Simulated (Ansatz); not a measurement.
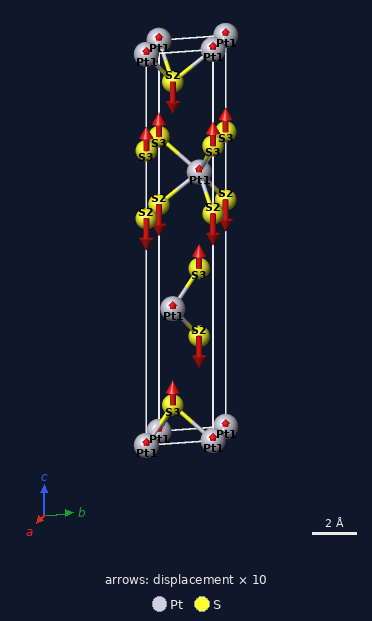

This is a relaxation of solid PtS2 (built on the 3R (MoS2) bulk type). The starting structure is drawn; red arrows show the displacements (the part carried along by the change of the cell is left out), 10 times their true length.

A ball-and-stick model of the conventional cell (3 times the calculation's cell), seen slightly off an axis. Lengths and directions refer to the drawn axes.

Computed with Ansatz 0.2.0, DFT, PBE-D3(BJ), plane waves, PAW. Settings: plane-wave cutoff 420 eV; k-point mesh 8 × 8 × 8; occupations fermi dirac; smearing width 0.02 eV; no spin polarisation; cell and atoms relaxed; force threshold 0.005 eV/Å.

> Describe the change and its energy.

The atom that moves furthest relative to the cell is S2 (0.15 Å along −c). By element the largest moves are S 0.15 Å, Pt 0.04 Å. The drawn cell changes as follows: a = b 3.238 → 3.460 Å (+6.8 %), c 18.238 → 14.816 Å (−18.8 %); the volume changes by −7.3 %. Among the contacts that change: S2–S3 3.465 → 2.903 Å, S2–S3 (another image) 3.162 → 2.832 Å, Pt1–S2 2.448 → 2.480 Å, Pt1–S3 2.448 → 2.418 Å. Bond angles that change, for instance: S2–Pt1–S3 80.4° → 70.6°, S3–Pt1–S3 82.8° → 91.3°, Pt1–S3–Pt1 82.8° → 91.3°. The space group stays R3m (No. 160). The energy falls by 143 meV per atom in 9 accepted moves (11 points after the start). The largest force component goes from 0.41 to 0.00014 eV/Å. The pressure goes from 1.44 to 0.00 GPa. At 2 points the geometry stayed and the basis and grid were re-selected for the new cell (energy shift of 0.1 meV per atom at most each time). The run took 28 s on 2 threads of Arm Neoverse V2 (shared host), peak memory 0.39 GiB.
